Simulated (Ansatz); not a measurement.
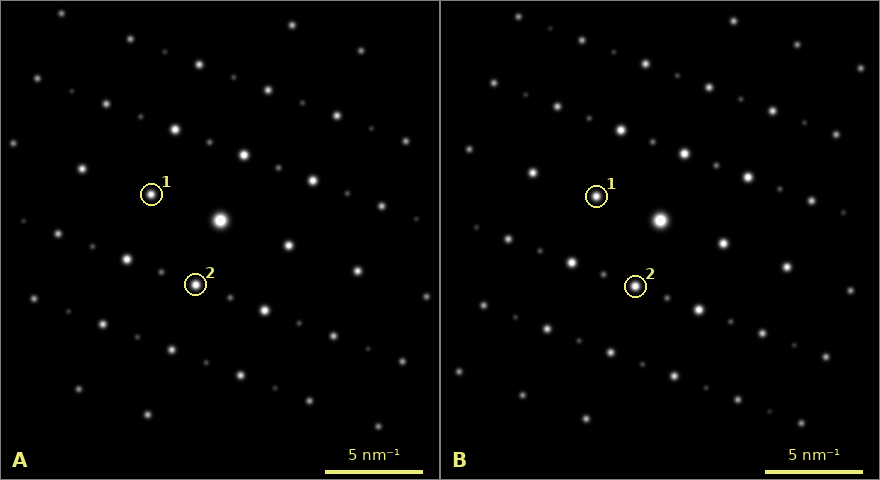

Kinematic electron diffraction patterns (200 kV, B = 0.5 Å², same scale) along [010] of the run's own cell, for the start and the end of one relaxation of HfN with Ansatz, DFT PBE, scalar-relativistic, plane waves, PAW. k mesh 12×12×9. The start is a generated model structure, and the relaxation ends in the nearest stationary point of its symmetry, not necessarily the ground state. Spot 1 is 0 0 -2 and spot 2 is -1 0 0 in both.

Start structure:

```
Hf N
1.0
     3.21599    0.00000    0.00000
    -1.60800    2.78513    0.00000
     0.00000    0.00000    5.25045
Hf N
2 2
Direct
  0.00000 0.00000 0.00000
  0.00000 0.00000 0.50000
  0.33333 0.66667 0.25000
  0.66667 0.33333 0.75000
```

> Which pattern belongs to the start structure, and which to the relaxed one?

A is the start: its cell gives d(1) = 2.625 Å, d(2) = 2.785 Å and an angle of 90.0°. B is the relaxed structure, with d(1) = 2.846 Å (+8.4 %), d(2) = 2.728 Å (-2.0 %) and 90.0°.

> Summarise the relaxation behind the change.

The volume changed by +4.0 % to 12.23 Å³ an atom; the fractional coordinates hardly changed; the space group stayed P6_3/mmc (No. 194); the free energy fell by 120 meV an atom. Relaxed cell: a = 3.150 Å, b = 3.150 Å, c = 5.691 Å, α = 90.00°, β = 90.00°, γ = 120.00°.
